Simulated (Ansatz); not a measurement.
## Single-point calculation of C$_{6}$H (part 2 of 2)

C$_{6}$H (slab, 14 atoms in the cell); DFT LDA, scalar-relativistic, plane waves, PAW, PAW set soft_1, no spin polarisation (Ansatz 0.2.0); cutoff 420 eV, 6×3×1 k-mesh, Gaussian smearing of 0.1 eV. The structure derives from a Materials Project entry.

Geometry of the input (Å; fractional positions):
```
4.8889  0.0000  0.0000
-1.2222  8.7843  0.0000
0.0000  0.0000  22.7473
C  0.0194  0.0774  0.1758
C  0.5194  0.0774  0.1758
C  0.2742  0.0968  0.2060
C  0.7742  0.0968  0.2060
C  0.2839  0.1355  0.2662
C  0.7839  0.1355  0.2662
C  0.0386  0.1545  0.2955
C  0.5386  0.1545  0.2955
C  0.0488  0.1953  0.3584
C  0.5488  0.1953  0.3584
C  0.3031  0.2124  0.3845
C  0.8031  0.2124  0.3845
H  0.0488  0.1530  0.4184
H  0.0488  0.2376  0.4184
```

```
WARN: The output density's exchange-correlation potential varies sharply where the density is thin. Do not read a vacuum level from v_tot or v_xc, or from such a field of the output density. On a cell that repeats whose density bears no net charge and no dipole along the vacuum's axis use v_es (v_loc + v_h of the components); under efield.dipole_correction with no amplitude use v_es + v_field, which holds any external_charges[].barrier, or the levels of the report's work_function block, which leave it out; under a non-zero efield.amplitude the vacuum is tilted and has no level; on a cell that repeats and bears such a dipole with no correction it is tilted too, and efield.dipole_correction with no amplitude gives each side of its ramp a level where efield: is served; in a cell that repeats whose density bears a net charge (total_charge, or a fill off its count) it is curved and has none; of a slab under crystal.periodic whose density bears no net charge use v_es, which has a level on each side, short of where the two are joined; of another it falls or rises all the way out and has none; of a slab beside external_charges read slab_vacuum_level instead, which it has where they leave it neutral. The grid or the basis barely resolves most such structure, and the values can differ between equally converged runs; as a rule a tighter scf.convergence.dr2_threshold does not remove it. Where the density itself ripples (under the LDA too) a higher basis.ecutwfc lessens it. The files hold the spikes' plane waves up to the density's cutoff. Files: v_tot_of_output_density and the like, and their columns of v_z.tsv (output.write_potential); v_xc_of_output_density and the like, and their columns of v_comp_z.tsv (output.write_potential_components). Measured: with its Gaussian average of σ = 0.25 Å subtracted twice, the exchange-correlation potential is over 0.1 eV at 1346 of the grid points where the equally averaged density (valence and model cores) is under 1e-3 e/Å³, and 0.350 eV at the most among them, at an averaged density of 3.4e-5 e/Å³. The input density's (outcome.potential() and, of a run that writes arrays, v_tot and v_xc) is over 0.1 eV, so measured, at 1364 points of its own thin density, 0.350 eV at the most. See output.write_potential in the manual, Limitations
SCF converged after 18 iterations
Free energy (F): -2930.541263 eV
Harris-Foulkes:  -2930.541263 eV  (|F-HF|=9.10e-8)
Internal energy: -2930.460790 eV  (E = F + TS)
E sigma→0 (E₀):  -2930.501027 eV
Entropy (-TS):   -0.080473 eV (-5.748 meV/atom)
Fermi energy:    -4.207610 eV
Dipole field:    D = 0.046909 V/Å  (p = 0.253247 e·Å, saw-weighted, corrected)
Work function:   Φ+ = 5.1312 eV   Φ− = 6.1982 eV
Levels:          The Fermi level and band energies are counted from a zero that moves with the ramp; work functions are not
--- Per-component energies (eV) ---
  E_band       = -623.207899
  E_kinetic    = 1083.190391
  E_local      = -16837.955339  (includes V_loc(G=0)·N_el)
  E_nonlocal   = 301.180782
  E_hartree    = 7820.005110
  E_xc         = -570.054303
  E_vxc        = -705.656938  (∫ρ·V_xc dr)
  E_paw        = -1111.816849  (= ΣΔE_a)
  E_vpaw       = -104.553298  (= ΣTr[D̂ρ^β])
  E_aug_tail   = -0.001585  (compensation charges beyond the density's cutoff)
  E_efield     = 0.005940  (sawtooth field / dipole correction)
  E_vefield    = 0.575605  (∫n·V_field dr)
  E_ewald      = 6384.231073
  E_core_change = 0.753990  (= ΣΔE_core)
  E_smearing   = -0.080473  (= −TS)
  E_closure    = 0.000000  (closes the sum)
  Σ components = -2930.541263   (vs F -2930.541263, Δ=0.00e0)
--- Forces (eV/Å), atoms counted from 1 ---
  atom   1  C      0.00463926     0.48321070     2.17899613
  atom   2  C      0.00039199     0.56253293     2.10871051
  atom   3  C     -0.00601272    -0.86342568    -3.44635770
  atom   4  C     -0.00014409    -0.88636851    -3.46531279
  atom   5  C     -0.14220750     0.21201024     0.99793933
  atom   6  C      0.14889732     0.23200366     1.00907084
  atom   7  C     -0.00054733     0.47365143     0.15287535
  atom   8  C      0.00350528     0.39660930     0.93300832
  atom   9  C      0.00171301    -1.03278398   -10.45767767
  atom  10  C      0.06074524    -0.51416714    -0.83806472
  atom  11  C     -1.90155660    -0.28983772     1.63410657
  atom  12  C      1.88472697    -0.00248932     1.52771937
  atom  13  H      1.50947591    -5.07887626     3.20821063
  atom  14  H     -1.56359878     6.30784690     4.45721708
  max |Σ_I F_I| component: 4.41e-4 eV/Å
--- Band table (eV; the first three rows and the last of 10) ---
  k-point 0: bands = ["-23.3389", "-22.1551", "-19.9716", "-18.7261", "-18.6764", "-17.6103", "-17.2655", "-15.8610", "-15.0928", "-14.7838", "-12.4752", "-11.5235", "-11.3203", "-10.8681", "-10.4977", "-9.8847", "-9.2910", "-7.7298", "-7.5777", "-7.0201", "-6.5327", "-6.4715", "-5.8976", "-4.4729", "-4.2346", "-4.1722", "-3.4598", "-2.6075", "-1.4421", "-1.1309", "-0.4385", "-0.1093", "0.5332", "1.1897", "1.4340", "1.7185", "2.0224", "2.2027", "2.5366"]
  k-point 1: bands = ["-23.3389", "-22.1551", "-19.9716", "-18.7261", "-18.6764", "-17.6103", "-17.2655", "-15.8610", "-15.0928", "-14.7838", "-12.4751", "-11.5234", "-11.3204", "-10.8681", "-10.4976", "-9.8848", "-9.2910", "-7.7298", "-7.5778", "-7.0201", "-6.5327", "-6.4715", "-5.8976", "-4.4729", "-4.2345", "-4.1719", "-3.4598", "-2.6076", "-1.4421", "-1.1317", "-0.3834", "0.0651", "0.7123", "0.8973", "1.4516", "1.5404", "1.8510", "2.1436", "2.2257"]
  k-point 2: bands = ["-23.2435", "-22.0784", "-20.2485", "-19.5183", "-18.5649", "-17.1598", "-16.8594", "-15.9695", "-15.0353", "-13.9280", "-12.7088", "-11.5684", "-11.1344", "-10.9538", "-10.6611", "-9.8185", "-9.7236", "-8.0691", "-7.8449", "-7.4345", "-6.9425", "-6.4385", "-5.8340", "-4.4153", "-4.1958", "-4.1328", "-3.5300", "-2.1987", "-1.2225", "-0.4199", "-0.1694", "0.0009", "0.7135", "1.3411", "1.5405", "1.8946", "2.1913", "2.3248", "2.6794"]
  k-point 9: bands = ["-22.8059", "-21.8479", "-21.2390", "-20.2400", "-18.6698", "-17.8864", "-15.3468", "-14.3234", "-13.9940", "-13.3236", "-12.6375", "-12.4174", "-11.5710", "-10.8401", "-10.5483", "-10.2273", "-10.1413", "-9.8409", "-8.8018", "-8.2139", "-6.9817", "-6.1989", "-6.0804", "-5.4622", "-4.2588", "-4.2528", "-1.7312", "-1.4180", "-0.9142", "1.0499", "1.1224", "1.3187", "1.7009", "2.2006", "2.2163", "2.4530", "2.5235", "2.8668", "2.9393"]
```

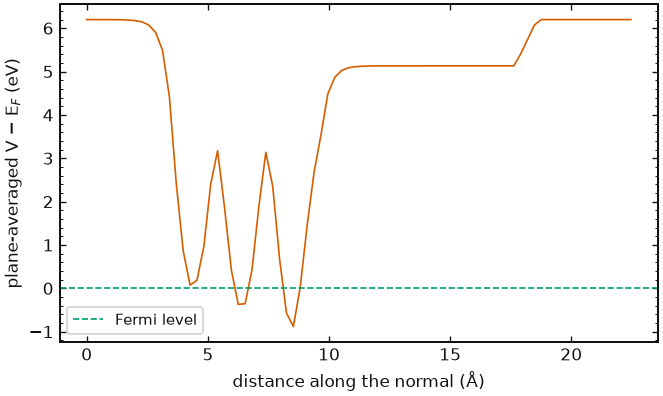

**Figure 1.** Plane average of the electrostatic potential energy of an electron across the cell, from the Fermi level. The vacuum level lies 5.13 eV above the Fermi level on the upper side and 6.20 eV on the lower.

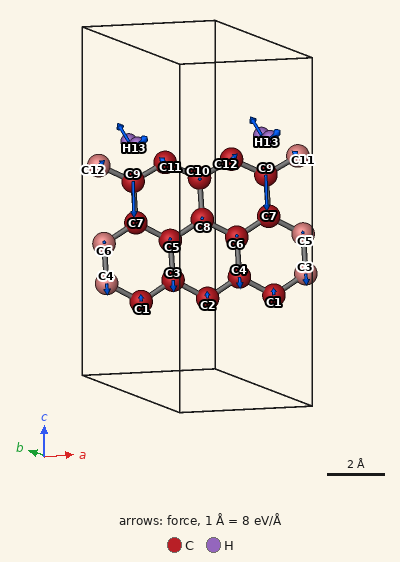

**Figure 2.** Forces on the atoms as blue arrows (ball-and-stick view of the cell of the calculation, with the vacuum cut short, seen slightly off an axis; neighbours outside the cell are drawn fainter; atoms are numbered from 1 in the order of the input); the smallest are left out. The largest act on C9 (10.51 eV/Å); H14 (7.88 eV/Å); H13 (6.19 eV/Å); C4 (3.58 eV/Å), among others. The geometry is not a stationary point of this energy.

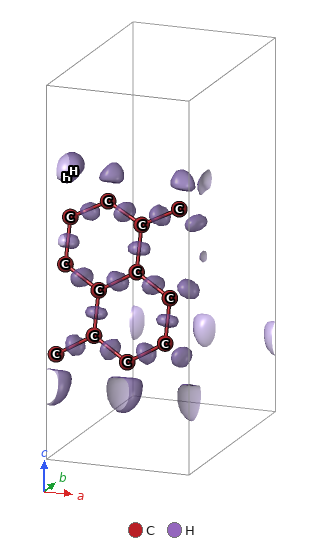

**Figure 3.** Isosurface of the electron localisation function at 0.85 (purple), seen slightly off an axis. Only the valence region is drawn (cores and ρ < 0.01 e/Å³ removed). Sticks mark near contacts. Counts are for one cell; the picture repeats the cell along the surface. Core electrons are frozen (PAW), so the fields are smoothed inside the atomic spheres.

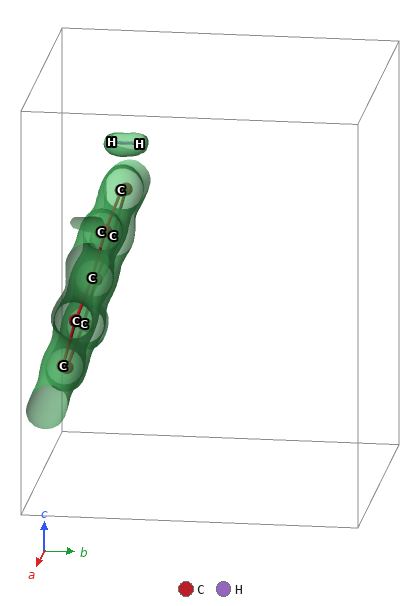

**Figure 4.** Isosurface of the valence electron density at 1 e/Å³ (green), seen at an oblique angle. Sticks mark near contacts. At this value the density is joined into chains; it holds about 50 % of the electrons treated as valence. On the grid the lowest density along these lines, outside the cores, is 1.5 e/Å³ (H–H, 0.75 Å), 2.3 e/Å³ (C–C, 1.37 Å), 2 e/Å³ (C–C, 1.41 Å) and 1.8 e/Å³ (C–C, 1.47 Å).

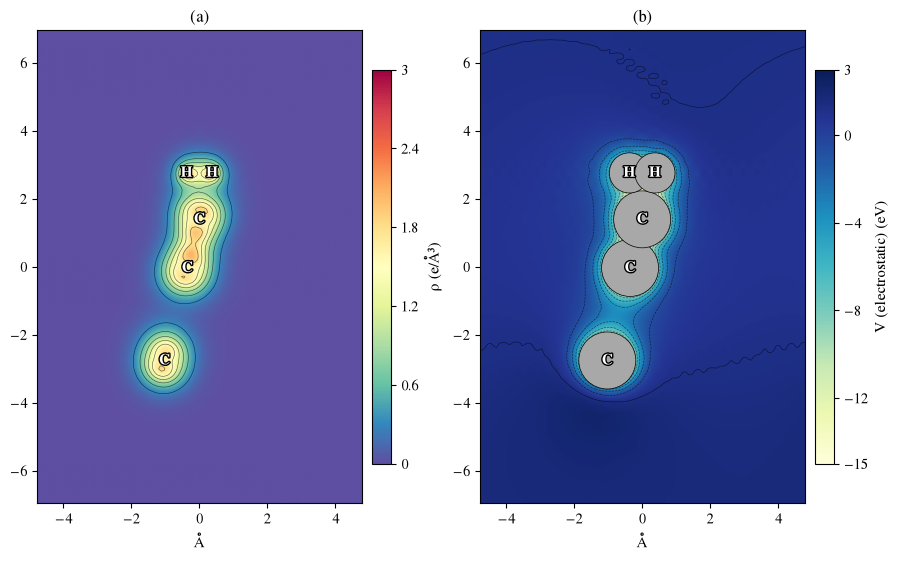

**Figure 5.** (a) valence charge density (pseudo); (b) electrostatic potential (local pseudopotential plus Hartree) felt by an electron on the (100) plane of the calculation cell, a cut from vacuum to vacuum. Grey discs, where drawn, cover atomic cores. H–H (0.75 Å): ρ at the midpoint is about 1.5 e/Å³. C–C (1.47 Å): ρ is about 1.8 e/Å³ halfway. The density dies away to nearly zero in the vacuum.

Results in brief

```csv
quantity,value
outcome,converged
electrons treated,50
free energy,−2930.5413 eV
"work function, top face",5.13 eV
"work function, bottom face",6.20 eV
Fermi energy,−4.208 eV
gap on the k-point mesh,none (metallic)
work function (upper face),5.13 eV
largest force (length of the vector),10.509 eV/Å
hardware,"1 thread of Arm Neoverse N1, 98 GiB of memory available, shared host"
wall time,1.9 min
peak memory,0.75 GiB
```

Remarks

The program warns: the PAW datasets were made with another functional; the exchange-correlation potential is rough where the density is thin.
